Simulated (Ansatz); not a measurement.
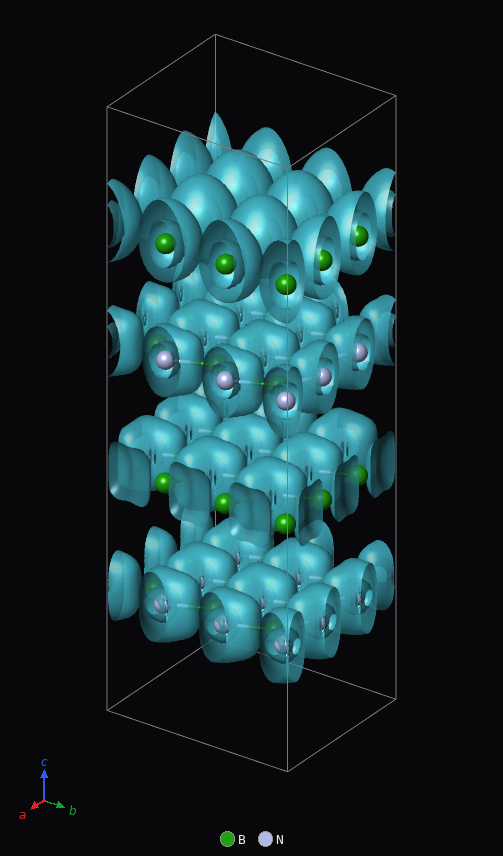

Figure 1: B$_{4}$N$_{3}$ (slab). Isosurface of the ELF at 0.7 (cyan), seen slightly off an axis. Only the valence region is drawn (cores and ρ < 0.01 e/Å³ removed). Sticks mark near contacts.

The program warned that a starting moment wasn't kept; spin-polarised, but the moments vanished.

Computed with DFT PBE+D3(BJ), scalar-relativistic, plane waves, PAW in Ansatz 0.2.0.

> What do the ELF domains correspond to?

At this value the surface marks out three regions on N in which the atom's valence shell and bonds are merged and one region wrapped around B (its valence shell), counted in one cell of 7 atoms. Counts are for one cell; the picture repeats the cell along the surface.

Values along the shortest contacts:
B–N (1.45 Å): the ELF peaks at about 0.95 between the atoms.

> Metal or insulator at this level of theory?

It is metallic or semimetallic at this level of theory: no gap opens.
